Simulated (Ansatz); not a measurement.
# Nudged elastic band, with input and output: Tl$_{8}$Br$_{7}$ (part 1 of 2)

- system: Tl$_{8}$Br$_{7}$ (defect cell, 15 atoms in the cell)
- method: DFT with PBE, PAW plane waves, no spin polarisation (Ansatz 0.2.0)

The structure derives from an entry of the Crystallography Open Database.

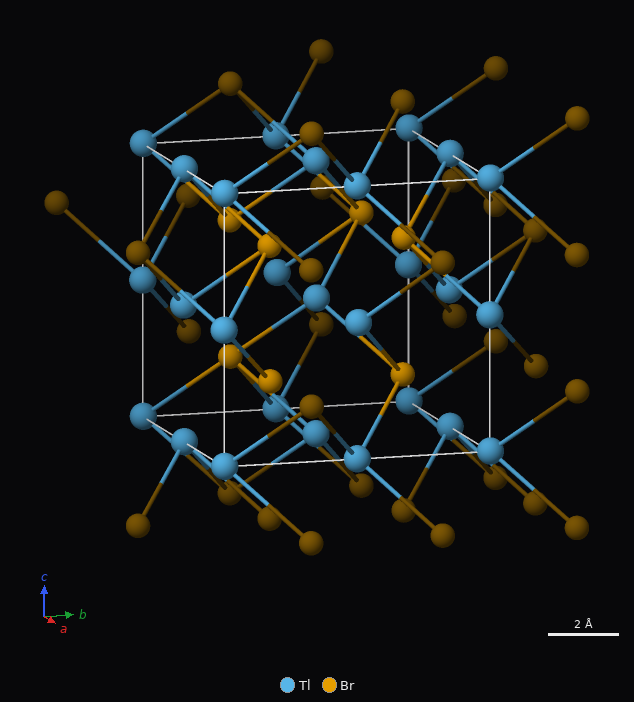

*The starting structure (ball-and-stick view of the cell of the calculation, seen slightly off an axis; neighbours outside the cell are drawn fainter).*

## Input file
```yaml
crystal:
  lattice:
    - [7.96866, 0.0, 0.0]
    - [0.0, 7.96866, 0.0]
    - [0.0, 0.0, 7.96866]
  atoms:
    - { symbol: Tl, position: [0.00409925, 0.00107814, 0.00237727] }
    - { symbol: Br, position: [0.25060842, 0.25256145, 0.25210943] }
    - { symbol: Tl, position: [-0.0012742, 0.00050199, 0.50043992] }
    - { symbol: Br, position: [0.25170842, 0.25071183, 0.75184304] }
    - { symbol: Tl, position: [0.00176202, 0.50073098, 0.00161743] }
    - { symbol: Tl, position: [0.00031656, 0.50592734, 0.50001669] }
    - { symbol: Br, position: [0.25105471, 0.74603283, 0.75188374] }
    - { symbol: Tl, position: [0.5005526, 0.00356576, 0.00021946] }
    - { symbol: Br, position: [0.75411923, 0.24918467, 0.25365222] }
    - { symbol: Tl, position: [0.50139141, 0.00037725, 0.50102082] }
    - { symbol: Br, position: [0.7494674, 0.24805017, 0.75013225] }
    - { symbol: Tl, position: [0.49690382, 0.50012213, 0.00096208] }
    - { symbol: Br, position: [0.75125499, 0.74836979, 0.2506316] }
    - { symbol: Tl, position: [0.5000327, 0.50105885, 0.49848198] }
    - { symbol: Br, position: [0.74976435, 0.75268276, 0.75170277] }
kpoints:
  mp_grid: { grid: [2, 2, 2] }
magnetization:
  spin_polarized: false
scf:
  occupations: { method: fermi_dirac, width: 0.05 }
hamiltonian:
  pseudopotentials: { kind: paw }
  xc: pbe
basis:
  ecutwfc: 420
neb:
  images: 3
  relax_end_points: true
  climbing: true
  f_tol: 0.05
  max_iterations: 40
  order_check: false
  final_atoms:
    - { symbol: Tl, position: [0.00409925, 0.00107814, 0.00237727] }
    - { symbol: Br, position: [0.25060842, 0.25256145, 0.25210943] }
    - { symbol: Tl, position: [-0.0012742, 0.00050199, 0.50043992] }
    - { symbol: Br, position: [0.25170842, 0.25071183, 0.75184304] }
    - { symbol: Tl, position: [0.00176202, 0.50073098, 0.00161743] }
    - { symbol: Tl, position: [0.00031656, 0.50592734, 0.50001669] }
    - { symbol: Br, position: [0.24918817, 0.75010402, 1.25153588] }
    - { symbol: Tl, position: [0.5005526, 0.00356576, 0.00021946] }
    - { symbol: Br, position: [0.75411923, 0.24918467, 0.25365222] }
    - { symbol: Tl, position: [0.50139141, 0.00037725, 0.50102082] }
    - { symbol: Br, position: [0.7494674, 0.24805017, 0.75013225] }
    - { symbol: Tl, position: [0.49690382, 0.50012213, 0.00096208] }
    - { symbol: Br, position: [0.75125499, 0.74836979, 0.2506316] }
    - { symbol: Tl, position: [0.5000327, 0.50105885, 0.49848198] }
    - { symbol: Br, position: [0.74976435, 0.75268276, 0.75170277] }
```

Run as:
```bash
ansatz run input.yaml --threads 4 --pin off --max-ram 8192MiB --backend cpu --events-out ev --progress --plain --runs-dir out
```

## Log
```
Warning: neb: disabling space-group detection — the band's intermediate images generally break the endpoint symmetry, so no spatial operation reduces the k-mesh or symmetrises the density, except that a semilocal band can use its path's symmetry ahead of convergence; time reversal is kept, so that k and −k are solved as one point where they differ and the mesh holds both, and exact exchange and, on two spinor components, a DFT+U term hold to it where the run has them: on two components no moment then forms, and a state that bears one, which a typed moment (crystal.atoms[].spin; refused beside efield: under a hybrid functional) reaches, can lie lower, under hf by electronvolts; crystal.symmetry.detect: false (a key that needs symmetry detection or time reversal refuses this as the deck is read) with time_reversal: false beside it drops time reversal too
Engine: ansatz 0.2.0, x86_64-unknown-linux-gnu
Pseudopotentials: kind: paw
Pseudopotential: Tl, paw, valence charge 13, recommended cutoff 420 eV (normal), Tl.paw.azcp
Pseudopotential: Br, paw, valence charge 7, recommended cutoff 420 eV (normal), Br.paw.azcp
Functional definition: PBE
  parameter kappa = 0.804
  parameter beta = 0.06672455060314922
  exchange = pbe_x(kappa = kappa, mu = beta*pi^2/3)
  correlation = pbe_c(beta = beta)
parallel-image band execution: 2 concurrent image workers
NEB image 0
Crystal: 15 atoms, lattice volume = 506.006 Å³
Basis set: ecut = 420 eV, 9843 PW (Γ), exchange–correlation on 108×108×108 points (8 copies of the dense FFT grid, shifted against one another)
Bands: 92, of which v1, the nominal top of the filled ones, is band 77 counted from 1 (76 counted from 0)
Symmetry: 1 space group operations
k-points: 8
Non-local potential: Tl, projectors of the file, l = 0: 2, l = 1: 2, l = 2: 2, l = 3: 1
Non-local potential: Br, projectors of the file, l = 0: 2, l = 1: 2, l = 2: 2
PAW form: soft (Blöchl's): semilocal exchange-correlation on the pseudo side does not see the compensation charge
PAW one-centre angular grid: Tl, 590 points (default); XC on 64 Gauss nodes
PAW one-centre angular grid: Br, 110 points (default); XC on 64 Gauss nodes
Initial density: superposition of atomic densities (neutral atoms: chi_scale 0, normalization atom), corrected by the library's trained network
Initial wavefunctions: pseudopotential atomic-orbital guess
Functional: x = pbe(κ = 0.804, μ = 0.2195149727645171), c = pbe(β = 0.06672455060314922)
SCF iter   1: F=—  HF=-111046.474731 eV  |F-HF|=—  |Δ(HF+E_count)|=         —  Δρ=1.70e-3  dr2=4.31e-2  ethr=1.77e-3  ⟨swp⟩=7.2  Hψ=2804  notcnv=0
preconditioner: auto → LDOS  [insulator: Δε(μ)=0.310 eV  Ē_g=11.253 eV  σ=0.050 eV  W_gap=0.66  n_scr=92 (ndim 8)  ℏωp=20.4 eV  f_vac=0.034  D(μ)=3.48/eV (n_scr^D=6)  ε∞_Penn≈4.3  β→1.0]
SCF iter   2: F=—  HF=-111046.467618 eV  |F-HF|=—  |Δ(HF+E_count)|=   7.11e-3  Δρ=2.09e-3  dr2=4.71e-2  ethr=2.82e-5  ⟨swp⟩=2.4  Hψ=1565  notcnv=0  defer=22
SCF iter   3: F=—  HF=-111046.454304 eV  |F-HF|=—  |Δ(HF+E_count)|=   1.33e-2  Δρ=3.52e-4  dr2=1.01e-3  ethr=2.82e-5  ⟨swp⟩=2.0  Hψ=1328  notcnv=0  defer=22
SCF iter   4: F=—  HF=-111046.454271 eV  |F-HF|=—  |Δ(HF+E_count)|=   3.32e-5  Δρ=1.38e-4  dr2=1.82e-4  ethr=6.58e-7  ⟨swp⟩=2.1  Hψ=1327  notcnv=0  defer=22
SCF iter   5: F=—  HF=-111046.454236 eV  |F-HF|=—  |Δ(HF+E_count)|=   3.46e-5  Δρ=3.87e-5  dr2=1.85e-5  ethr=1.19e-7  ⟨swp⟩=2.0  Hψ=1334  notcnv=0  defer=22
SCF iter   6: F=—  HF=-111046.454652 eV  |F-HF|=—  |Δ(HF+E_count)|=   4.16e-4  Δρ=1.26e-5  dr2=1.42e-6  ethr=1.21e-8  ⟨swp⟩=2.0  Hψ=1301  notcnv=0  defer=22
SCF iter   7: F=—  HF=-111046.454652 eV  |F-HF|=—  |Δ(HF+E_count)|=   1.61e-7  Δρ=4.12e-6  dr2=1.76e-7  ethr=9.31e-10  ⟨swp⟩=2.1  Hψ=1332  notcnv=0  defer=22
SCF iter   8: F=-111046.454652 eV  HF=-111046.454652 eV  |F-HF|=1.89e-10  |Δ(HF+E_count)|=   4.13e-8  Δρ=1.27e-6  dr2=1.14e-8  ethr=6.54e-11  ⟨swp⟩=4.1  Hψ=2547  notcnv=0
SCF 1 converged in 8 iterations: F = -111046.454652 eV  dr2 = 1.14e-8
  greatest PAW one-centre occupation: 0.966 electrons in one spin orbital (limit 2), on the Tl atom at site 5 (counted from 0), in its partial waves of l = 2
NSCF: frozen V_eff on 8 k-points
NEB image 4
SCF iter   1: F=—  HF=-111046.480427 eV  |F-HF|=—  |Δ(HF+E_count)|=         —  Δρ=1.70e-3  dr2=4.30e-2  ethr=1.77e-3  ⟨swp⟩=7.1  Hψ=2791  notcnv=0
preconditioner: auto → LDOS  [insulator: Δε(μ)=0.309 eV  Ē_g=11.255 eV  σ=0.050 eV  W_gap=0.66  n_scr=92 (ndim 8)  ℏωp=20.4 eV  f_vac=0.034  D(μ)=3.47/eV (n_scr^D=6)  ε∞_Penn≈4.3  β→1.0]
SCF iter   2: F=—  HF=-111046.473784 eV  |F-HF|=—  |Δ(HF+E_count)|=   6.64e-3  Δρ=2.11e-3  dr2=4.76e-2  ethr=2.81e-5  ⟨swp⟩=2.4  Hψ=1565  notcnv=0  defer=22
SCF iter   3: F=—  HF=-111046.460246 eV  |F-HF|=—  |Δ(HF+E_count)|=   1.35e-2  Δρ=3.49e-4  dr2=1.00e-3  ethr=2.81e-5  ⟨swp⟩=2.0  Hψ=1328  notcnv=0  defer=22
SCF iter   4: F=—  HF=-111046.460216 eV  |F-HF|=—  |Δ(HF+E_count)|=   2.97e-5  Δρ=1.38e-4  dr2=1.82e-4  ethr=6.55e-7  ⟨swp⟩=2.1  Hψ=1327  notcnv=0  defer=22
SCF iter   5: F=—  HF=-111046.460177 eV  |F-HF|=—  |Δ(HF+E_count)|=   3.85e-5  Δρ=3.80e-5  dr2=1.83e-5  ethr=1.19e-7  ⟨swp⟩=2.0  Hψ=1334  notcnv=0  defer=22
SCF iter   6: F=—  HF=-111046.460585 eV  |F-HF|=—  |Δ(HF+E_count)|=   4.08e-4  Δρ=1.29e-5  dr2=1.49e-6  ethr=1.20e-8  ⟨swp⟩=2.0  Hψ=1299  notcnv=0  defer=22
SCF iter   7: F=—  HF=-111046.460586 eV  |F-HF|=—  |Δ(HF+E_count)|=   1.02e-7  Δρ=3.96e-6  dr2=1.50e-7  ethr=9.72e-10  ⟨swp⟩=2.0  Hψ=1331  notcnv=0  defer=22
SCF iter   8: F=-111046.460586 eV  HF=-111046.460586 eV  |F-HF|=1.46e-10  |Δ(HF+E_count)|=   4.61e-8  Δρ=1.25e-6  dr2=1.04e-8  ethr=6.54e-11  ⟨swp⟩=4.2  Hψ=2549  notcnv=0
SCF 2 converged in 8 iterations: F = -111046.460586 eV  dr2 = 1.04e-8
[... from here on the iterations of each SCF are left out, up to the last one ...]
NSCF: frozen V_eff on 8 k-points
NEB end point (image 0): max|allowed force component| = 1.046e-1 eV/Å (the criterion of neb.relax_end_points is 1.000e-2)
NEB end point (image 4): max|allowed force component| = 1.057e-1 eV/Å (the criterion of neb.relax_end_points is 1.000e-2)
NEB image 0, for its relaxation
Initial density: handed on by an earlier stage of this run
Initial wavefunctions: those handed on with the density
preconditioner: auto → LDOS  [insulator: Δε(μ)=0.310 eV  Ē_g=11.248 eV  σ=0.050 eV  W_gap=0.67  n_scr=92 (ndim 8)  ℏωp=20.4 eV  f_vac=0.036  D(μ)=3.50/eV (n_scr^D=18)  ε∞_Penn≈4.3  β→1.0]
SCF 3 converged in 2 iterations: F = -111046.454652 eV  dr2 = 1.45e-8
NEB image 0, for its relaxation
preconditioner: auto → LDOS  [insulator: Δε(μ)=0.312 eV  Ē_g=11.268 eV  σ=0.050 eV  W_gap=0.67  n_scr=92 (ndim 8)  ℏωp=20.4 eV  f_vac=0.040  D(μ)=3.46/eV (n_scr^D=6)  ε∞_Penn≈4.3  β→1.0]
SCF 4 converged in 7 iterations: F = -111046.483713 eV  dr2 = 3.64e-8
NEB image 0, for its relaxation
preconditioner: auto → LDOS  [insulator: Δε(μ)=0.313 eV  Ē_g=11.270 eV  σ=0.050 eV  W_gap=0.67  n_scr=92 (ndim 8)  ℏωp=20.4 eV  f_vac=0.042  D(μ)=3.45/eV (n_scr^D=6)  ε∞_Penn≈4.3  β→1.0]
SCF 5 converged in 6 iterations: F = -111046.489230 eV  dr2 = 8.22e-8
NEB image 0
preconditioner: auto → LDOS  [insulator: Δε(μ)=0.312 eV  Ē_g=11.266 eV  σ=0.050 eV  W_gap=0.67  n_scr=92 (ndim 8)  ℏωp=20.4 eV  f_vac=0.042  D(μ)=3.45/eV (n_scr^D=6)  ε∞_Penn≈4.3  β→1.0]
SCF 6 converged in 3 iterations: F = -111046.489230 eV  dr2 = 3.61e-9
NSCF: frozen V_eff on 8 k-points
NEB end point (image 0): relaxed in 15 SCF iterations, 0.034578 eV lower, largest move of an atom 0.081 Å; not tested for a saddle point
NEB image 4, for its relaxation
preconditioner: auto → LDOS  [insulator: Δε(μ)=0.309 eV  Ē_g=11.250 eV  σ=0.050 eV  W_gap=0.67  n_scr=92 (ndim 8)  ℏωp=20.4 eV  f_vac=0.037  D(μ)=3.50/eV (n_scr^D=18)  ε∞_Penn≈4.3  β→1.0]
SCF 7 converged in 2 iterations: F = -111046.460586 eV  dr2 = 1.50e-8
NEB image 4, for its relaxation
SCF 8 converged in 7 iterations: F = -111046.484583 eV  dr2 = 3.02e-8
NEB image 4, for its relaxation
preconditioner: auto → LDOS  [insulator: Δε(μ)=0.313 eV  Ē_g=11.269 eV  σ=0.050 eV  W_gap=0.67  n_scr=92 (ndim 8)  ℏωp=20.4 eV  f_vac=0.042  D(μ)=3.45/eV (n_scr^D=6)  ε∞_Penn≈4.3  β→1.0]
SCF 9 converged in 6 iterations: F = -111046.489251 eV  dr2 = 6.23e-8
NEB image 4
preconditioner: auto → LDOS  [insulator: Δε(μ)=0.312 eV  Ē_g=11.266 eV  σ=0.050 eV  W_gap=0.67  n_scr=92 (ndim 8)  ℏωp=20.4 eV  f_vac=0.041  D(μ)=3.45/eV (n_scr^D=6)  ε∞_Penn≈4.3  β→1.0]
SCF 10 converged in 2 iterations: F = -111046.489251 eV  dr2 = 9.25e-8
NSCF: frozen V_eff on 8 k-points
NEB end point (image 4): relaxed in 15 SCF iterations, 0.028665 eV lower, largest move of an atom 0.071 Å; not tested for a saddle point
NEB image 1
preconditioner: auto → LDOS  [metal: Δε(μ)=0.063 eV  Ē_g=11.304 eV  σ=0.050 eV  W_gap=0.30  n_scr=92 (ndim 8)  ℏωp=20.4 eV  f_vac=0.037  D(μ)=2.42/eV (n_scr^D=6)  β→1.0]
SCF 11 converged in 8 iterations: F = -111046.184093 eV  dr2 = 2.97e-8
NEB image 2
preconditioner: auto → Resta (q_TF=auto, 2.235 Å⁻¹)  ε∞=4.2  [insulator: Δε(μ)=0.174 eV  Ē_g=11.342 eV  σ=0.050 eV  W_gap=0.70  n_scr=92 (ndim 8)  ℏωp=20.4 eV  f_vac=0.044  D(μ)=1.54/eV (n_scr^D=0)  ε∞_Penn≈4.2]
SCF 12 converged in 7 iterations: F = -111045.744813 eV  dr2 = 6.78e-8
NEB image 3
preconditioner: auto → LDOS  [metal: Δε(μ)=0.062 eV  Ē_g=11.304 eV  σ=0.050 eV  W_gap=0.30  n_scr=92 (ndim 8)  ℏωp=20.4 eV  f_vac=0.037  D(μ)=2.44/eV (n_scr^D=6)  β→1.0]
SCF 13 converged in 8 iterations: F = -111046.187414 eV  dr2 = 3.28e-8
NEB iter   1: max|band force component| = 7.182e-1 eV/Å  barrier→ = 0.7444 eV  barrier← = 0.7444 eV  Δτ_max = 0.2000 Å  (44 SCF iters)
NEB image 1
preconditioner: auto → LDOS  [metal: Δε(μ)=0.030 eV  Ē_g=11.304 eV  σ=0.050 eV  W_gap=0.15  n_scr=92 (ndim 8)  ℏωp=20.4 eV  f_vac=0.041  D(μ)=2.56/eV (n_scr^D=6)  β→1.0]
SCF 14 converged in 8 iterations: F = -111046.351012 eV  dr2 = 2.46e-8
NEB image 2
preconditioner: auto → Resta (q_TF=auto, 2.235 Å⁻¹)  ε∞=4.2  [insulator: Δε(μ)=0.137 eV  Ē_g=11.338 eV  σ=0.050 eV  W_gap=0.59  n_scr=92 (ndim 8)  ℏωp=20.4 eV  f_vac=0.050  D(μ)=1.66/eV (n_scr^D=0)  ε∞_Penn≈4.2]
SCF 15 converged in 8 iterations: F = -111046.217963 eV  dr2 = 1.42e-8
NEB image 3
preconditioner: auto → LDOS  [metal: Δε(μ)=0.028 eV  Ē_g=11.304 eV  σ=0.050 eV  W_gap=0.14  n_scr=92 (ndim 8)  ℏωp=20.4 eV  f_vac=0.041  D(μ)=2.56/eV (n_scr^D=6)  β→1.0]
SCF 16 converged in 8 iterations: F = -111046.352106 eV  dr2 = 2.44e-8
NEB iter   2: max|band force component| = 1.523e-1 eV/Å  barrier→ = 0.2713 eV  barrier← = 0.2713 eV  CI = image 2  Δτ_max = 0.0602 Å  (24 SCF iters)
NEB image 1
preconditioner: auto → LDOS  [metal: Δε(μ)=0.090 eV  Ē_g=11.290 eV  σ=0.050 eV  W_gap=0.42  n_scr=92 (ndim 8)  ℏωp=20.4 eV  f_vac=0.038  D(μ)=2.13/eV (n_scr^D=6)  β→1.0]
SCF 17 converged in 8 iterations: F = -111046.364958 eV  dr2 = 2.02e-8
NEB image 2
preconditioner: auto → Resta (q_TF=auto, 2.235 Å⁻¹)  ε∞=4.3  [insulator: Δε(μ)=0.237 eV  Ē_g=11.317 eV  σ=0.050 eV  W_gap=0.83  n_scr=92 (ndim 8)  ℏωp=20.4 eV  f_vac=0.044  D(μ)=0.81/eV (n_scr^D=0)  ε∞_Penn≈4.3]
SCF 18 converged in 7 iterations: F = -111046.239021 eV  dr2 = 3.36e-8
NEB image 3
preconditioner: auto → LDOS  [metal: Δε(μ)=0.089 eV  Ē_g=11.290 eV  σ=0.050 eV  W_gap=0.42  n_scr=92 (ndim 8)  ℏωp=20.4 eV  f_vac=0.038  D(μ)=2.13/eV (n_scr^D=6)  β→1.0]
SCF 19 converged in 8 iterations: F = -111046.365512 eV  dr2 = 2.15e-8
NEB iter   3: max|band force component| = 3.186e-2 eV/Å  barrier→ = 0.2502 eV  barrier← = 0.2502 eV  CI = image 2  Δτ_max = 0.0212 Å  (23 SCF iters)
NEB image 2
iter 1 solved again at ethr=3.24e-6 eV; its pass at ethr=3.10e-3 eV (dr2=4.96e-3 eV) is discarded
SCF iter   1: F=—  HF=-111046.242031 eV  |F-HF|=—  |Δ(HF+E_count)|=         —  Δρ=6.71e-4  dr2=5.78e-3  ethr=3.24e-6  ⟨swp⟩=2.2  Hψ=2927  notcnv=0
preconditioner: auto → Resta (q_TF=auto, 2.235 Å⁻¹)  ε∞=4.3  [insulator: Δε(μ)=0.272 eV  Ē_g=11.314 eV  σ=0.050 eV  W_gap=0.88  n_scr=92 (ndim 8)  ℏωp=20.4 eV  f_vac=0.042  D(μ)=0.62/eV (n_scr^D=0)  ε∞_Penn≈4.3]
SCF iter   2: F=—  HF=-111046.240603 eV  |F-HF|=—  |Δ(HF+E_count)|=   1.43e-3  Δρ=2.25e-4  dr2=5.34e-4  ethr=3.24e-6  ⟨swp⟩=2.2  Hψ=1260  notcnv=0
SCF iter   3: F=—  HF=-111046.240475 eV  |F-HF|=—  |Δ(HF+E_count)|=   1.28e-4  Δρ=6.34e-5  dr2=2.60e-5  ethr=3.49e-7  ⟨swp⟩=2.0  Hψ=1280  notcnv=0
SCF iter   4: F=—  HF=-111046.240849 eV  |F-HF|=—  |Δ(HF+E_count)|=   3.74e-4  Δρ=1.35e-5  dr2=3.05e-6  ethr=1.70e-8  ⟨swp⟩=2.0  Hψ=1242  notcnv=0
SCF iter   5: F=—  HF=-111046.240849 eV  |F-HF|=—  |Δ(HF+E_count)|=   6.54e-8  Δρ=5.46e-6  dr2=4.17e-7  ethr=1.99e-9  ⟨swp⟩=2.0  Hψ=968  notcnv=0
SCF iter   6: F=-111046.240849 eV  HF=-111046.240849 eV  |F-HF|=1.69e-8  |Δ(HF+E_count)|=   1.83e-7  Δρ=2.02e-6  dr2=3.77e-8  ethr=6.54e-11  ⟨swp⟩=4.6  Hψ=2645  notcnv=0
SCF 20 converged in 6 iterations: F = -111046.240849 eV  dr2 = 3.77e-8
NEB image 1
NSCF: frozen V_eff on 8 k-points
NEB image 3
NSCF: frozen V_eff on 8 k-points
NEB image 2
NSCF: frozen V_eff on 8 k-points
the band table was solved once a step of the walk had ended and its energy, with any forces and stress, was formed, with the checks that follow a solve (2875 applications of the Hamiltonian). They found nothing against the state; the energy, forces and stress were not computed again (output.eigenvalues in the input reference)
NEB iter   4: max|band force component| = 3.327e-2 eV/Å  barrier→ = 0.2484 eV  barrier← = 0.2484 eV  CI = image 2  Δτ_max = 0.0000 Å  (6 SCF iters)
```

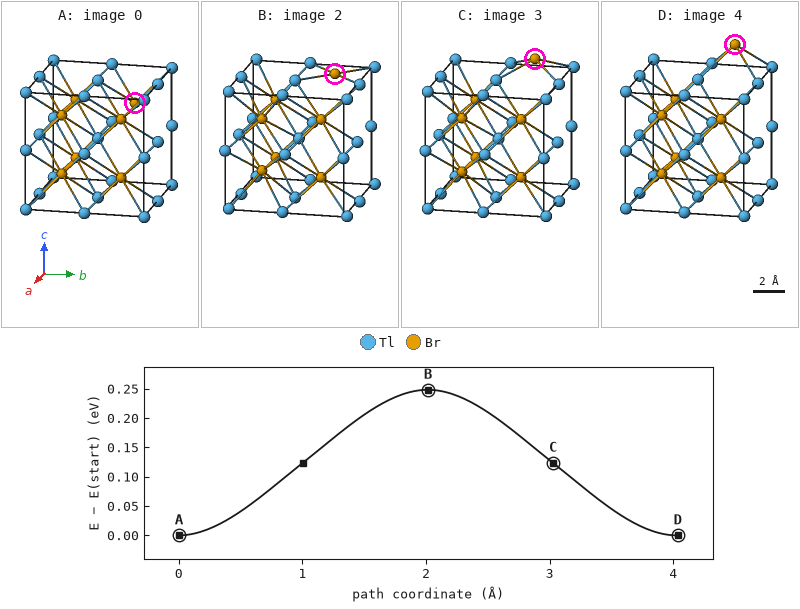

*Images of the last band (counted from 0; ball-and-stick, simulation cell, seen slightly off an axis), with the moving atom and its periodic copies ringed, above the energy along the path; the line is a cubic interpolation that uses the forces.*

The highest image is number 2, 0.248 eV above the start and 0.248 eV above the end (the climbing image); start and end have the same energy. The path is 4.03 Å long, and Br7 moves most (3.98 Å). The band converged in 4 iterations.
